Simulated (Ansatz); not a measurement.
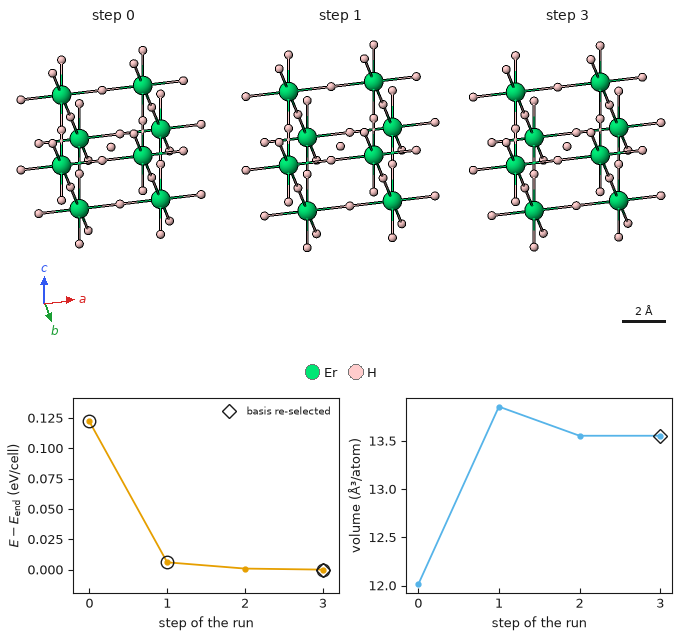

Frames of a relaxation of crystalline ErH4 (a generated structure, set up in Pm-3m) (coarse preliminary run), marked on the history of the run. Style: ball-and-stick. Shown: the cell of the calculation, from a free direction.

Computed with DFT PBE, scalar-relativistic, plane waves, PAW; 4f electrons in the core of a trivalent norm-conserving potential in Ansatz 0.2.0.

Input file:
```yaml
crystal:
  lattice:
    - [3.91607998, 0.0, 0.0]
    - [0.0, 3.91607998, 0.0]
    - [0.0, 0.0, 3.91607998]
  atoms:
    - { symbol: Er, position: [0.0, 0.0, 0.0] }
    - { symbol: H, position: [0.5, 0.0, 0.0] }
    - { symbol: H, position: [0.0, 0.5, 0.0] }
    - { symbol: H, position: [0.0, 0.0, 0.5] }
    - { symbol: H, position: [0.5, 0.5, 0.5] }
basis:
  ecutwfc: 770
kpoints:
  mp_grid: { grid: [4, 4, 4] }
hamiltonian:
  xc: pbe
  pseudopotentials:
    kind: paw
    azcp: { Er: "pseudopotentials/pbe/nc/lanthanide_3plus/Er.nc.azcp" }
scf:
  occupations: { method: gaussian, width: 0.1 }
  lower_state_search: "off"
output:
  forces: true
  stress: true
  eigenvalues: true
relax:
  adjacent_minimum: "off"
  f_tol: 0.04
  max_steps: 70
  cell: { stress_tol: 0.4 }
```

Command:
```bash
ansatz run input.yaml --threads 1 --pin off --max-ram 2560MiB --backend cpu --events-out ev --progress --plain --runs-dir out
```

Describe the path.

No atom moves by more than 0.005 Å relative to the cell. The drawn cell changes as follows: a = b = c 3.916 → 4.077 Å (+4.1 %); the volume changes by +12.8 %. Among the contacts that change: Er1–H2 1.958 → 2.038 Å. The space group stays Pm-3m (No. 221). After 2 accepted moves (3 points after the start) the energy has fallen by 0.122 eV per cell of the calculation. All forces vanish by symmetry, so only the cell relaxes. Pressure: 5.62 GPa at the start and −0.09 GPa at the end. At 1 point the geometry stayed and the basis and grid were re-selected for the new cell (energy shift of 0.9 meV per cell of the calculation at most each time). The run took 5.9 s on 1 thread of Arm Neoverse V2, on a shared host, peak memory 0.3 GiB. From step 0 to 1: volume +15.3 %, energy −0.116 eV per cell of the calculation. From step 1 to 3: volume −2.2 %, energy −6.0 meV per cell of the calculation.

| step | E − E(0), meV/atom | pressure, GPa | volume, Å³/atom | note |
| --- | --- | --- | --- | --- |
| 0 | 0.00 | 5.62 | 12.011 |  |
| 1 | -23.21 | -0.95 | 13.855 |  |
| 2 | -24.24 | -0.12 | 13.553 |  |
| 3 | -24.41 | -0.09 | 13.553 | same geometry, new basis |

Limits of the set-up: the k-point mesh is coarse for a cell with partly filled bands.
